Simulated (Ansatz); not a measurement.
H₂Pb₁₂O (slab)

The calculation's input:

```
crystal:
  lattice:
    - [7.0141808633, 0.0, 0.0]
    - [-3.5070904316, 6.0744588143, 0.0]
    - [0.0, 0.0, 23.7270546929]
  atoms:
    - { symbol: Pb, position: [0.3333333333, 0.1666666667, 0.3371678493] }
    - { symbol: Pb, position: [0.3333333333, 0.6666666667, 0.3371678493] }
    - { symbol: Pb, position: [0.8333333333, 0.1666666667, 0.3371678493] }
    - { symbol: Pb, position: [0.8333333333, 0.6666666667, 0.3371678493] }
    - { symbol: Pb, position: [0.6666666667, 0.3333333333, 0.4578540188] }
    - { symbol: Pb, position: [0.6666666667, 0.8333333333, 0.4578540188] }
    - { symbol: Pb, position: [0.1666666667, 0.3333333333, 0.4578540188] }
    - { symbol: Pb, position: [0.1666666667, 0.8333333333, 0.4578540188] }
    - { symbol: Pb, position: [0.0, 0.5, 0.5785401884] }
    - { symbol: Pb, position: [0.0, 0.0, 0.5785401884] }
    - { symbol: Pb, position: [0.5, 0.5, 0.5785401884] }
    - { symbol: Pb, position: [0.5, 0.0, 0.5785401884] }
    - { symbol: O, position: [0.0, 0.5, 0.7142502477] }
    - { symbol: H, position: [-0.0224550034, 0.6285990949, 0.7142502477] }
    - { symbol: H, position: [0.1619505542, 0.5647728198, 0.7142502477] }
basis:
  ecutwfc: 420
kpoints:
  mp_grid: { grid: [3, 3, 1] }
hamiltonian:
  xc: pbe
  dispersion: d3bj
scf:
  occupations: { method: gaussian, width: 0.1 }
output:
  forces: true
  eigenvalues: true
  write_density: true
  write_potential: true
  elf: true
  volumetric_format: npy
relax:
  adjacent_minimum: "off"
  f_tol: 0.04
  max_steps: 100
  constraints: [{ sites: [0, 1, 2, 3] }]
efield:
  axis: 3
  dipole_correction: true
  ramp_width: 0.04
```

Run with:

```sh
ansatz run input.yaml --threads 4 --pin off --max-ram 12288MiB --backend cpu --events-out ev --progress --plain --runs-dir out
```

The fields are those of the relaxed geometry.

The calculation used DFT PBE+D3(BJ), scalar-relativistic, plane waves, PAW (Ansatz).

In a PAW calculation such maps are meaningful between the atoms, not at the nuclei.

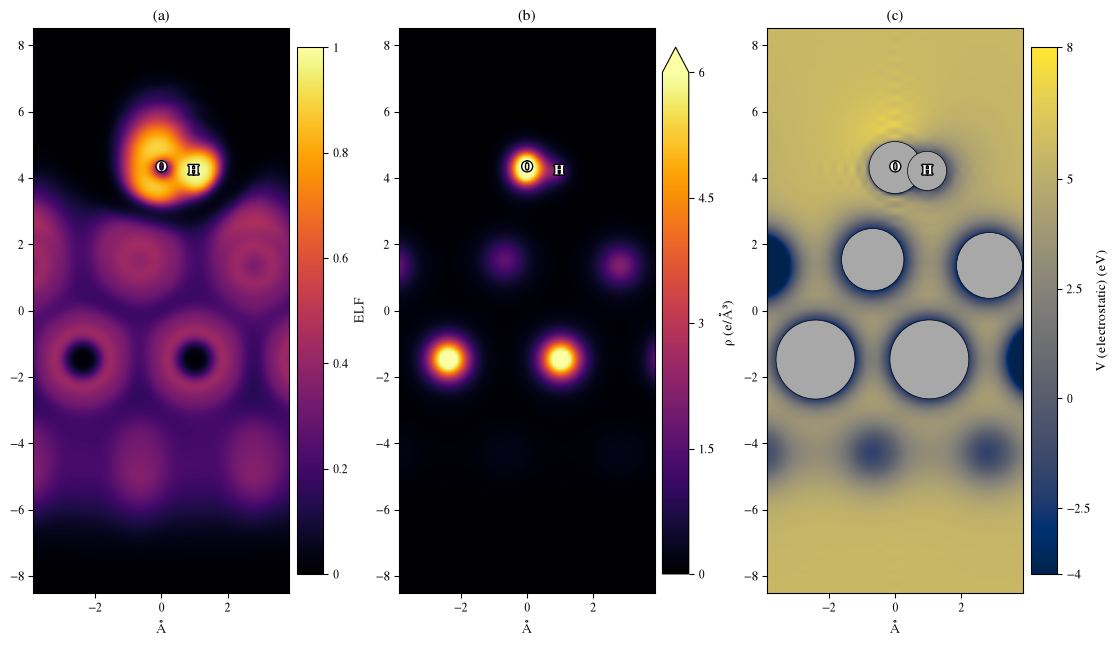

Figure 1. (a) electron localisation function; (b) valence charge density (pseudo); (c) electrostatic potential (local pseudopotential plus Hartree) felt by an electron on the (100) plane of the calculation cell, a cut from vacuum to vacuum. Grey discs cover the atomic cores in the potential map.

What do the fields say about this system?

Answer. Atoms in the plane: O and H. Atoms just off the plane (Pb, 0.3 Å away) can leave unmarked features too. O–H (0.97 Å): ρ is about 3.8 e/Å³ halfway; the ELF climbs to about 1 towards the hydrogen, as it does in any bond to H (a covalent bond by its length). The density dies away to nearly zero in the vacuum. The ELF also peaks beside O, away from the bonds: lone-pair regions.

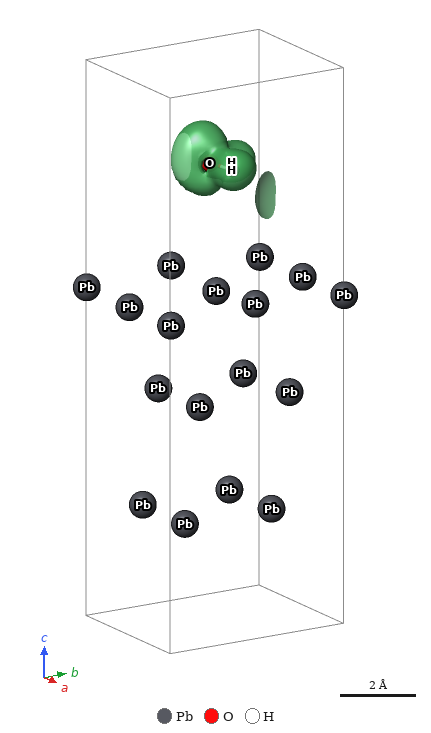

Figure 2. Isosurface of the electron localisation function at 0.75 (green), seen slightly off an axis. Core shells and regions of very low density are left out. Sticks mark near contacts.

Describe the localisation domains.

Answer. The surface consists of one joined region spread over several atoms (H, O), in which their bonds and any lone pairs are merged, counted in one cell of 15 atoms. Counts are for one cell; the picture repeats the cell along the surface.


 Pb–O (2.96 Å): the ELF is about 0.10 at the midpoint; no shared electron pair shows on this line.

Metal or insulator at this level of theory?

Answer. It is gapless in this calculation (a metal or semimetal).
